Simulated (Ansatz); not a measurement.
## What a change does: single-point calculation on TaN

System: TaN (Pm, 2 atoms in the cell).
Method of the first run: DFT r2SCAN, scalar-relativistic, plane waves, PAW, no spin polarisation (Ansatz 0.2.0).

The structure derives from an entry of the Crystallography Open Database. Text and figures count atoms from 1; the logs count them from 0 in places.

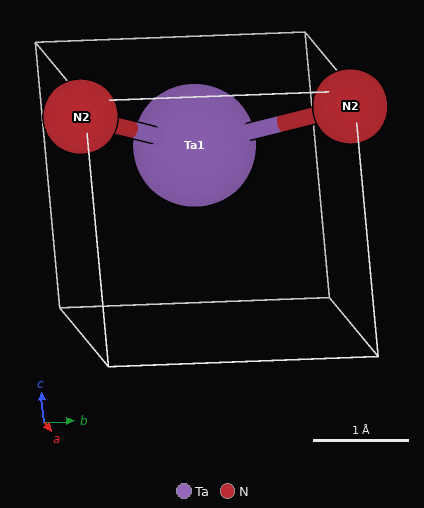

**Figure 1.** The input geometry (ball-and-stick view of the cell of the calculation, set on other vectors, seen slightly off an axis; atoms are numbered from 1 in the order of the input). Near neighbours in the crystal (not all of them lie inside the picture): Ta has 6 N at 2.02 to 2.40 Å and 8 Ta at 2.88 to 2.94 Å; N has 6 Ta at 2.02 to 2.40 Å.

## The input, the first run
```yaml
crystal:
  lattice:
    - [2.9379988584, 0.0, 0.0]
    - [-1.4689994292, 2.5443816477, 0.0]
    - [0.0, 0.0, 2.883]
  atoms:
    - { symbol: Ta, position: [0.3333333333, 0.6666666667, 0.5] }
    - { symbol: "N", position: [-0.1138892619, -0.0833727262, 0.0] }
basis:
  ecutwfc: 500
kpoints:
  mp_grid: { grid: [18, 18, 16] }
hamiltonian:
  xc: r2scan
scf:
  occupations: { method: gaussian, width: 0.15 }
output:
  forces: true
  stress: true
  eigenvalues: true
```

Command:
```bash
ansatz run input.yaml --threads 1 --pin off --max-ram 2560MiB --backend cpu --events-out ev --progress --plain --runs-dir out
```

Hardware: 1 thread of Oxide Virtual Turin-like (Zen 5), 32 GiB of memory available, shared host.

## Output, shortened to warnings, some set-up lines, iterations and results (the first run)
```
Basis set: ecut = 500 eV, 551 PW (Γ), exchange–correlation on 96×96×96 points (64 copies of the dense FFT grid, shifted against one another)
Symmetry: 2 space group operations
k-points: 1476 of 5184 (time reversal used)
Initial density: superposition of atomic densities (neutral atoms: chi_scale 0, normalization atom), corrected by the library's trained network
[...]
SCF iter   1: F=—  HF=-10331.065562 eV  |F-HF|=—  |Δ(HF+E_count)|=         —  Δρ=1.22e-2  dr2=1.40e-2  dr2_τ=1.40e-1  ethr=1.77e-3  ⟨swp⟩=5.6  Hψ=105759  notcnv=0
SCF iter   2: F=—  HF=-10331.166354 eV  |F-HF|=—  |Δ(HF+E_count)|=   1.01e-1  Δρ=9.37e-3  dr2=1.12e-2  dr2_τ=6.22e-4  ethr=7.78e-5  ⟨swp⟩=2.0  Hψ=44266  notcnv=0
SCF iter   3: F=—  HF=-10331.172290 eV  |F-HF|=—  |Δ(HF+E_count)|=   5.94e-3  Δρ=6.96e-3  dr2=9.84e-3  dr2_τ=1.40e-3  ethr=6.21e-5  ⟨swp⟩=2.0  Hψ=26577  notcnv=0
SCF iter   4: F=—  HF=-10331.170638 eV  |F-HF|=—  |Δ(HF+E_count)|=   1.65e-3  Δρ=3.40e-3  dr2=2.57e-3  dr2_τ=1.81e-4  ethr=5.46e-5  ⟨swp⟩=1.3  Hψ=20111  notcnv=0
SCF iter   5: F=—  HF=-10331.170234 eV  |F-HF|=—  |Δ(HF+E_count)|=   4.05e-4  Δρ=8.28e-4  dr2=1.33e-4  dr2_τ=9.67e-6  ethr=1.43e-5  ⟨swp⟩=2.4  Hψ=25035  notcnv=0
SCF iter   6: F=—  HF=-10331.170223 eV  |F-HF|=—  |Δ(HF+E_count)|=   1.07e-5  Δρ=7.18e-5  dr2=1.13e-6  dr2_τ=1.03e-7  ethr=7.37e-7  ⟨swp⟩=2.0  Hψ=25835  notcnv=0
SCF iter   7: F=—  HF=-10331.170222 eV  |F-HF|=—  |Δ(HF+E_count)|=   7.17e-7  Δρ=1.22e-5  dr2=2.85e-8  dr2_τ=2.32e-9  ethr=5.56e-10  ⟨swp⟩=4.0  Hψ=89326  notcnv=0
SCF iter   8: F=-10331.170222 eV  HF=-10331.170222 eV  |F-HF|=4.31e-10  |Δ(HF+E_count)|=   2.00e-9  Δρ=2.06e-6  dr2=7.77e-10  dr2_τ=1.86e-10  ethr=1.58e-10  ⟨swp⟩=2.6  …
SCF 1 converged in 8 iterations: F = -10331.170222 eV  dr2 = 7.77e-10
SCF converged after 8 iterations
Free energy (F): -10331.170222 eV
Harris-Foulkes:  -10331.170222 eV  (|F-HF|=4.31e-10)
Internal energy: -10331.168957 eV  (E = F + TS)
E sigma→0 (E₀):  -10331.169590 eV
Entropy (-TS):   -0.001265 eV (-0.632 meV/atom)
Fermi energy:    20.320913 eV
--- Per-component energies (eV) ---
  E_band       = -68.308627
  E_kinetic    = 503.489810
  E_local      = -618.831301  (includes V_loc(G=0)·N_el)
  E_nonlocal   = 60.395948
  E_hartree    = 210.471556
  E_xc         = -266.175249
  E_vxc        = -309.089385  (∫ρ·V_xc dr)
  E_paw        = -8552.631523  (= ΣΔE_a)
  E_vpaw       = -141.123378  (= ΣTr[D̂ρ^β])
  E_aug_tail   = 0.000096  (compensation charges beyond the density's cutoff)
  E_vtau       = 15.906348  (kinetic-family band-sum trace: ∫τ·v_τ [+ j·A + Jᵃ·Aᵃ] dr)
  E_ewald      = -1667.102448
  E_core_change = -0.785845  (= ΣΔE_core)
  E_smearing   = -0.001265  (= −TS)
  E_closure    = 0.000000  (closes the sum)
  Σ components = -10331.170222   (vs F -10331.170222, Δ=0.00e0)
--- Forces (eV/Å), atoms counted from 1 ---
  atom   1  Ta    -3.37600054    -2.71045027     0.00000000
  atom   2  N      3.37602454     2.71046454     0.00000000
  max |Σ_I F_I| component: 2.40e-5 eV/Å
--- Stress (GPa, compression-positive) ---
       12.320874       5.669495       0.000000
        5.669490       6.129829       0.000000
        0.000000       0.000000      22.413728
  P = ⅓ Tr σ = 13.6215 GPa (136.215 kbar)
```

For the second run the input was changed thus:
```diff
-    - { symbol: "N", position: [-0.1138892619, -0.0833727262, 0.0] }
+    - { symbol: "N", position: [0.0, 0.0, -0.0520291363] }
```

How does the second run compare with the first run?

With the same functional and potentials, the second run lies 233.9 meV per atom lower. The pressure goes from 13.62 to 4.57 GPa. The largest force goes from 4.329 to 2.274 eV/Å. The number of SCF iterations is the same. The irreducible k-points go from 1476 to 522. On the same kind of shared host the second run took about 0.25 times as long.

## Output, shortened to warnings, some set-up lines, iterations and results (the second run)
```
Basis set: ecut = 500 eV, 551 PW (Γ), exchange–correlation on 96×96×96 points (64 copies of the dense FFT grid, shifted against one another)
Symmetry: 6 space group operations
k-points: 522 of 5184 (time reversal used)
Initial density: superposition of atomic densities (neutral atoms: chi_scale 0, normalization atom), corrected by the library's trained network
[...]
SCF iter   1: F=—  HF=-10331.536354 eV  |F-HF|=—  |Δ(HF+E_count)|=         —  Δρ=1.12e-2  dr2=9.58e-3  dr2_τ=1.25e-1  ethr=1.77e-3  ⟨swp⟩=5.6  Hψ=35992  notcnv=0
SCF iter   2: F=—  HF=-10331.634479 eV  |F-HF|=—  |Δ(HF+E_count)|=   9.81e-2  Δρ=8.63e-3  dr2=8.73e-3  dr2_τ=6.51e-4  ethr=5.32e-5  ⟨swp⟩=2.0  Hψ=15922  notcnv=0
SCF iter   3: F=—  HF=-10331.638148 eV  |F-HF|=—  |Δ(HF+E_count)|=   3.67e-3  Δρ=4.25e-3  dr2=2.65e-3  dr2_τ=4.03e-4  ethr=4.85e-5  ⟨swp⟩=2.0  Hψ=9337  notcnv=0
SCF iter   4: F=—  HF=-10331.638210 eV  |F-HF|=—  |Δ(HF+E_count)|=   6.20e-5  Δρ=2.26e-3  dr2=1.13e-3  dr2_τ=7.58e-5  ethr=1.47e-5  ⟨swp⟩=2.4  Hψ=9553  notcnv=0
SCF iter   5: F=—  HF=-10331.638048 eV  |F-HF|=—  |Δ(HF+E_count)|=   1.62e-4  Δρ=7.16e-4  dr2=1.09e-4  dr2_τ=7.33e-6  ethr=6.30e-6  ⟨swp⟩=2.1  Hψ=8489  notcnv=0
SCF iter   6: F=—  HF=-10331.638034 eV  |F-HF|=—  |Δ(HF+E_count)|=   1.39e-5  Δρ=3.64e-5  dr2=2.90e-7  dr2_τ=4.41e-8  ethr=6.04e-7  ⟨swp⟩=2.1  Hψ=9021  notcnv=0
SCF iter   7: F=—  HF=-10331.638035 eV  |F-HF|=—  |Δ(HF+E_count)|=   1.11e-6  Δρ=8.42e-6  dr2=9.37e-9  dr2_τ=1.55e-9  ethr=5.56e-10  ⟨swp⟩=6.5  Hψ=33988  notcnv=0
SCF iter   8: F=-10331.638035 eV  HF=-10331.638035 eV  |F-HF|=1.75e-10  |Δ(HF+E_count)|=   1.69e-9  Δρ=2.34e-6  dr2=6.29e-10  dr2_τ=6.67e-11  ethr=5.20e-11  ⟨swp⟩=2.1  …
SCF 1 converged in 8 iterations: F = -10331.638035 eV  dr2 = 6.29e-10
SCF converged after 8 iterations
Free energy (F): -10331.638035 eV
Harris-Foulkes:  -10331.638035 eV  (|F-HF|=1.75e-10)
Internal energy: -10331.637434 eV  (E = F + TS)
E sigma→0 (E₀):  -10331.637734 eV
Entropy (-TS):   -0.000601 eV (-0.301 meV/atom)
Fermi energy:    20.314646 eV
--- Per-component energies (eV) ---
  E_band       = -68.227238
  E_kinetic    = 502.178377
  E_local      = -610.606245  (includes V_loc(G=0)·N_el)
  E_nonlocal   = 59.744188
  E_hartree    = 207.095810
  E_xc         = -265.986268
  E_vxc        = -308.788123  (∫ρ·V_xc dr)
  E_paw        = -8552.342882  (= ΣΔE_a)
  E_vpaw       = -140.809833  (= ΣTr[D̂ρ^β])
  E_aug_tail   = 0.000112  (compensation charges beyond the density's cutoff)
  E_vtau       = 15.862669  (kinetic-family band-sum trace: ∫τ·v_τ [+ j·A + Jᵃ·Aᵃ] dr)
  E_ewald      = -1670.934680
  E_core_change = -0.785845  (= ΣΔE_core)
  E_smearing   = -0.000601  (= −TS)
  E_closure    = -0.000000  (closes the sum)
  Σ components = -10331.638035   (vs F -10331.638035, Δ=0.00e0)
--- Forces (eV/Å), atoms counted from 1 ---
  atom   1  Ta    -0.00000000     0.00000000    -2.27425567
  atom   2  N      0.00000000     0.00000000     2.27425378
  max |Σ_I F_I| component: 1.89e-6 eV/Å
--- Stress (GPa, compression-positive) ---
        3.833253       0.000000       0.000000
        0.000000       3.833253      -0.000000
        0.000000      -0.000000       6.033351
  P = ⅓ Tr σ = 4.5666 GPa (45.666 kbar)
```

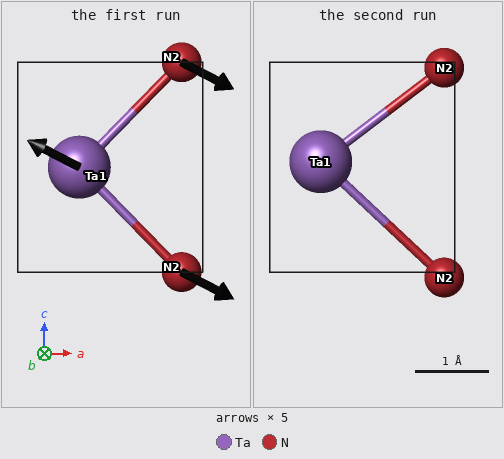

**Figure 2.** The two input geometries at one scale (ball-and-stick view of the cell of the calculation, along the b axis). The black arrows on the first give the shifts of the atoms relative to the cell, magnified 5 times. The largest moves, 0.17 Å, are those of Ta1 and N2. By element the largest moves are Ta 0.17 Å, N 0.17 Å. The lattice vectors keep their values. Among the contacts that change: Ta1–N2 2.015 → 2.326 Å.

## The two runs side by side

| quantity | the first run | the second run |
| --- | --- | --- |
| outcome | converged | converged |
| free energy per atom (eV) | −5165.5851 | −5165.8190 |
| energy per atom, smearing taken to zero (eV) | −5165.5848 | −5165.8189 |
| gap on the mesh (eV) | 0.00 | 0.00 |
| pressure (GPa) | 13.62 | 4.57 |
| largest force (eV/Å) | 4.329 | 2.274 |
| SCF iterations | 8 | 8 |
| irreducible k-points | 1476 | 522 |
| plane waves at Γ | 551 | 551 |
| wall time (shared host) | 88 s | 22 s |

For both runs: Spin–orbit coupling is left out, which matters for Ta.
